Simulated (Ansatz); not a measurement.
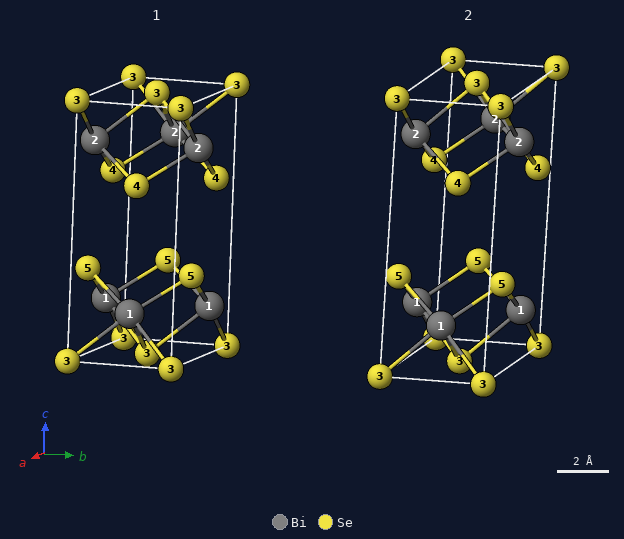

Two geometries of solid Bi$_{2}$Se$_{3}$ (set up in C2/m), drawn at one scale. One is the start of a relaxation, the other its converged end. The picture is a ball-and-stick view of the conventional cell (2 times the calculation's cell), seen slightly off an axis. Lengths and directions refer to the drawn axes.

All numbers below come from DFT PBE, scalar-relativistic, plane waves, PAW (Ansatz). Set-up: plane-wave cutoff 420 eV; k-point mesh 6 × 6 × 6; occupations gaussian; smearing width 0.02 eV; no spin polarisation; cell relaxed at fixed a, b, gamma; force threshold 0.008 eV/Å; at most 40 steps.

Which one is relaxed?

Answer. Structure 1 is the relaxed one. Case: biaxial strain in the a-b plane of +4.0 %; c and atoms relaxed. The largest moves relative to the cell, 0.51 Å, are those of Se4 and Se5. Se4 goes along +a. By element the largest moves are Se 0.51 Å, Bi 0.29 Å. The volume changes by −2.7 %, with a 7.088 → 7.169 Å (+1.1 %), b unchanged at 4.357 Å, c 11.136 → 10.501 Å (−5.7 %), β 101.4° → 91.7°. Among the contacts that change: Bi1–Se3 3.181 → 3.126 Å, Bi1–Se5 2.951 → 2.906 Å, Bi1–Se5 (another image) 2.832 → 2.869 Å, Bi1–Se3 (another image) 3.075 → 3.108 Å. The space group stays C2/m (No. 12). Over 11 accepted moves (13 points after the start) the energy falls by 57.3 meV per cell of the calculation. The largest force component goes from 0.3 to 0.00048 eV/Å. Pressure: −1.41 GPa at the start and −0.72 GPa at the end. The line search rejected the trial step at point 9 of the run. The SCF was repeated once at an unchanged geometry on a basis and grid sized afresh for the cell, which shifted the energy by 0.3 meV per cell of the calculation at most. The run took 4.3 min on 1 thread of Intel(R) Xeon(R) 6975P-C (Granite Rapids), on a shared host, peak memory 0.72 GiB.

Limits of the set-up: layers or molecules are held without a dispersion correction, so their spacing is unreliable.
